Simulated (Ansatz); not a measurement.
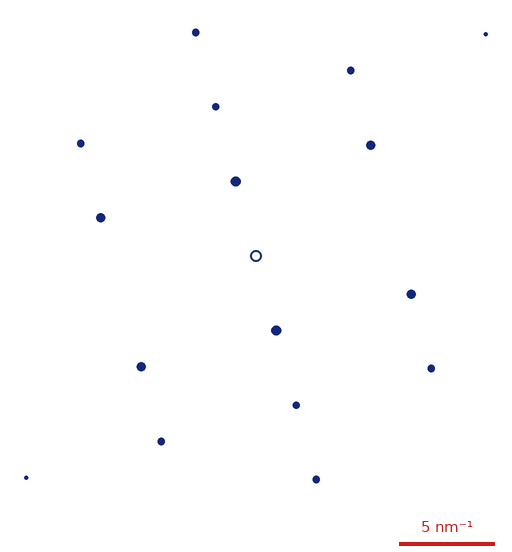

Kinematic zone-axis pattern, calculated for 120 keV electrons with B = 0.5 Å².

Candidate phases (model or computed cells):
A. Ag, space group Fd-3m (No. 227), a = 6.04 Å
B. Ag, space group P6_3/mmc (No. 194), a = 2.837 Å, c = 4.608 Å (hexagonal axes)
C. Ti, space group P6/mmm (No. 191), a = 4.605 Å, c = 2.801 Å (hexagonal axes)
D. Co, space group P6_3/mmc (No. 194), a = 2.459 Å, c = 7.970 Å (hexagonal axes)

**Which candidate gives this pattern, and along which zone?**

Candidate B (Ag), along [102] or an equivalent direction. The spots form a rectangular net whose two shortest vectors correspond to d = 2.46 Å and 1.36 Å, 90.0° apart. They index as 0 -1 0 and -2 1 1 (itself extinct); no zone of the other candidates with indices up to 3 has this net. Some points of the net are extinct or too weak to see.
